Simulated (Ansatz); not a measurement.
# Hg: 6 runs along one coordinate

System: Hg (1 atom in the cell).
Method: DFT, BLYP, plane waves (420 eV) with PAW, scalar-relativistic, no spin polarisation (Ansatz 0.2.0).

The 6 runs differ only in the geometry, by an even scaling of the cell at fixed fractional positions.

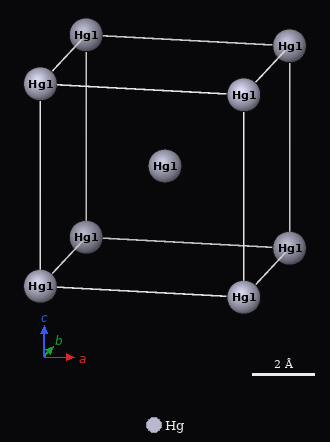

Figure 1. The structure of run 4 (ball-and-stick view of the cell 2 times as large as that of the calculation, set on its symmetry axes, seen slightly off an axis; atoms are numbered from 1 in the order of the input).

### Input of run 4
```yaml
crystal:
  lattice:
    - [-3.3878873213, 3.3878873213, 3.3878873213]
    - [3.3878873213, -3.3878873213, 3.3878873213]
    - [3.3878873213, 3.3878873213, -3.3878873213]
  atoms:
    - { symbol: Hg, position: [0.0, 0.0, 0.0] }
hamiltonian:
  xc: blyp
  pseudopotentials:
    kind: paw
    azcp:
      Hg: "pseudopotentials/Hg.paw.azcp"
basis:
  ecutwfc: 420
  fft_grid_basis: typed
kpoints:
  mp_grid: { grid: [8, 8, 8], shift: [0, 0, 0] }
magnetization:
  spin_polarized: false
scf:
  occupations: { method: fermi_dirac, width: 0.1 }
  lower_state_search: "off"
output:
  stress: true
```

Lattice vectors (Å) and fractional positions of run 4:
```
  -3.387887    3.387887    3.387887
   3.387887   -3.387887    3.387887
   3.387887    3.387887   -3.387887
Hg  0.000000  0.000000  0.000000
```

Run 3 differs from it as follows:
```diff
-    - [-3.3878873213, 3.3878873213, 3.3878873213]
-    - [3.3878873213, -3.3878873213, 3.3878873213]
-    - [3.3878873213, 3.3878873213, -3.3878873213]
+    - [-3.343883804, 3.343883804, 3.343883804]
+    - [3.343883804, -3.343883804, 3.343883804]
+    - [3.343883804, 3.343883804, -3.343883804]
```

### Results, with one run withheld

```tsv
run	volume per atom (Å³)	free energy per atom, from the lowest run given (meV)	pressure (GPa)
1	131.612	9.00	0.05
2	143.577	5.48	0.04
3	149.559	?	?
4	155.542	2.50	0.04
5	161.524	1.20	0.03
6	167.506	0.00	0.03
```

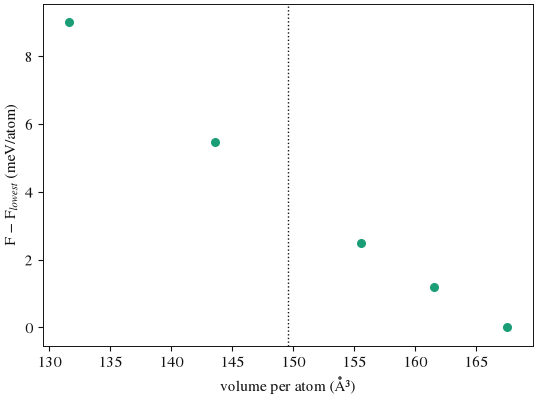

Figure 2. Free energy per atom of the runs given; the dotted line marks run 3.

Fit the runs given and predict run 3.

A cubic polynomial in V^(−2/3) (the Birch–Murnaghan form), fitted to the 5 runs given, misses them by under 0.01 meV per atom. With x = V^(−2/3) − 0.03526 Å⁻², it reads F = 3.5644 + 1563.4 x + 16908 x² − 1.4497e+06 x³ (meV per atom). At run 3 it gives 3.93 meV per atom, and the run itself gives 3.92. The slope of the fit gives a pressure −dF/dV of 0.04 GPa there, and the run prints 0.04 GPa. The fit has no minimum inside this range.

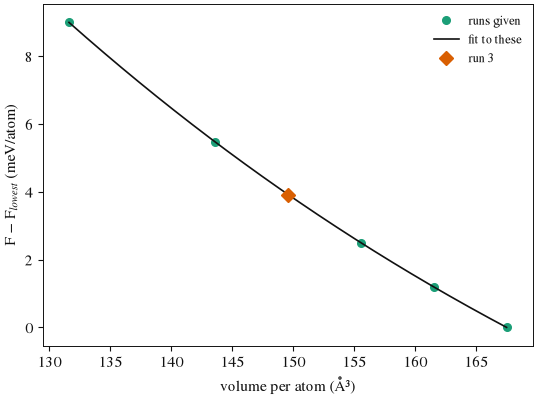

Figure 3. The fit and the withheld run.

### Output, shortened to warnings, some set-up lines, iterations and results (run 3)
```
Basis set: ecut = 420 eV, 2899 PW (Γ), exchange–correlation on 80×80×80 points (8 copies of the dense FFT grid, shifted against one another)
Symmetry: 48 space group operations
k-points: 29 of 512
Initial density: superposition of atomic densities (neutral atoms: chi_scale 0, normalization atom), corrected by the library's trained network
[...]
SCF iter   1: F=—  HF=-13841.176858 eV  |F-HF|=—  |Δ(HF+E_count)|=         —  Δρ=2.24e-3  dr2=1.07e-2  ethr=1.77e-3  ⟨swp⟩=4.8  Hψ=2029  notcnv=0
SCF iter   2: F=—  HF=-13841.173320 eV  |F-HF|=—  |Δ(HF+E_count)|=   3.54e-3  Δρ=4.97e-4  dr2=3.22e-4  ethr=5.35e-5  ⟨swp⟩=2.0  Hψ=804  notcnv=0
SCF iter   3: F=—  HF=-13841.173193 eV  |F-HF|=—  |Δ(HF+E_count)|=   1.27e-4  Δρ=2.17e-4  dr2=6.06e-5  ethr=1.61e-6  ⟨swp⟩=2.6  Hψ=613  notcnv=0
SCF iter   4: F=—  HF=-13841.173168 eV  |F-HF|=—  |Δ(HF+E_count)|=   2.49e-5  Δρ=3.21e-5  dr2=1.50e-6  ethr=3.03e-7  ⟨swp⟩=2.1  Hψ=576  notcnv=0
SCF iter   5: F=-13841.173168 eV  HF=-13841.173168 eV  |F-HF|=3.74e-8  |Δ(HF+E_count)|=   2.68e-7  Δρ=7.16e-6  dr2=6.64e-8  ethr=7.49e-9  ⟨swp⟩=2.1  Hψ=580  notcnv=0
SCF iter   6: F=-13841.173168 eV  HF=-13841.173168 eV  |F-HF|=7.13e-10  |Δ(HF+E_count)|=   1.29e-8  Δρ=6.25e-7  dr2=8.04e-10  ethr=3.32e-10  ⟨swp⟩=2.5  Hψ=1483  notcnv=0
SCF 1 converged in 6 iterations: F = -13841.173168 eV  dr2 = 8.04e-10
SCF converged after 6 iterations
Free energy (F): -13841.173168 eV
Harris-Foulkes:  -13841.173168 eV  (|F-HF|=7.13e-10)
Internal energy: -13841.173168 eV  (E = F + TS)
E sigma→0 (E₀):  -13841.173168 eV
Fermi energy:    -1.195937 eV
--- Per-component energies (eV) ---
  E_band       = -684.376575
  E_kinetic    = 605.021362
  E_local      = -4851.286146  (includes V_loc(G=0)·N_el)
  E_nonlocal   = 69.839976
  E_hartree    = 2096.012893
  E_xc         = -217.192128
  E_vxc        = -257.130154  (∫ρ·V_xc dr)
  E_paw        = -9976.570331  (= ΣΔE_a)
  E_vpaw       = -442.847779  (= ΣTr[D̂ρ^β])
  E_aug_tail   = 0.000892  (compensation charges beyond the density's cutoff)
  E_ewald      = -1567.149894
  E_core_change = 0.150209  (= ΣΔE_core)
  E_smearing   = -0.000000  (= −TS)
  E_closure    = -0.000000  (closes the sum)
  Σ components = -13841.173168   (vs F -13841.173168, Δ=0.00e0)
--- Stress (GPa, compression-positive) ---
        0.039682       0.000000       0.000000
        0.000000       0.039682       0.000000
        0.000000       0.000000       0.039682
  P = ⅓ Tr σ = 0.0397 GPa (0.397 kbar)
```

Notes: Spin–orbit coupling is left out, which matters for Hg.
